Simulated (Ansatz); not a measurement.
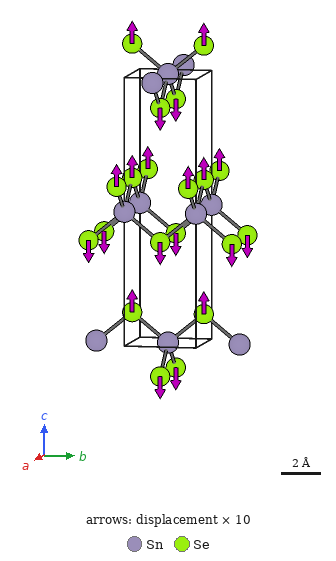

A relaxation of solid SnSe2 (a generated structure, set up in P4_2/nmc) (coarse preliminary run). The starting structure is drawn; purple arrows show the displacements (the part carried along by the change of the cell is left out), 10 times their true length.

A ball-and-stick model of the cell of the calculation, seen slightly off an axis.

Case: Ge → Sn, S → Se on all its sites, cell and atoms relaxed.

Method: DFT PBE, scalar-relativistic, plane waves, PAW (Ansatz).

Input file:
```yaml
crystal:
  lattice:
    - [3.8524471397, 0.0, 0.0]
    - [0.0, 3.8524471397, 0.0]
    - [0.0, 0.0, 14.2295959263]
  atoms:
    - { symbol: Sn, position: [0.0, 0.0, 0.5] }
    - { symbol: Sn, position: [0.5, 0.5, 0.0] }
    - { symbol: Se, position: [0.0, 0.5, 0.8903888694] }
    - { symbol: Se, position: [0.0, 0.5, 0.3903888694] }
    - { symbol: Se, position: [0.5, 0.0, 0.6096111306] }
    - { symbol: Se, position: [0.5, 0.0, 0.1096111306] }
basis:
  ecutwfc: 420
kpoints:
  mp_grid: { grid: [6, 6, 2] }
hamiltonian:
  xc: pbe
scf:
  occupations: { method: gaussian, width: 0.1 }
output:
  forces: true
  stress: true
  eigenvalues: true
relax:
  adjacent_minimum: "off"
  f_tol: 0.05
  max_steps: 60
  cell: { stress_tol: 0.5 }
```

Launched with:
```bash
ansatz run input.yaml --threads 1 --pin off --max-ram 2560MiB --backend cpu --events-out ev --progress --plain --runs-dir out
```

**What did the optimiser do to the structure, and how much energy did it gain?**

After 3 accepted moves (4 points after the start) the energy has fallen by 71.1 meV per atom. The largest force component goes from 1.4 to 0.0064 eV/Å. The pressure goes from 5.48 to −0.13 GPa. The SCF was repeated once at an unchanged geometry on a basis and grid sized afresh for the cell, which shifted the energy by 0.2 meV per atom at most. The largest moves relative to the cell, 0.12 Å, are those of Se3, Se4, Se5 and Se6. Se6 goes along +c. Sn stays in place. The drawn cell changes as follows: a = b 3.852 → 3.971 Å (+3.1 %), c 14.230 → 13.933 Å (−2.1 %); the volume changes by +4.0 %. Near-neighbour distances that change, for instance: Sn1–Se4 2.479 → 2.582 Å. The space group stays P4_2/nmc (No. 137). The run took 2.3 min on 1 thread of Arm Neoverse N1, on a shared host, peak memory 0.53 GiB.
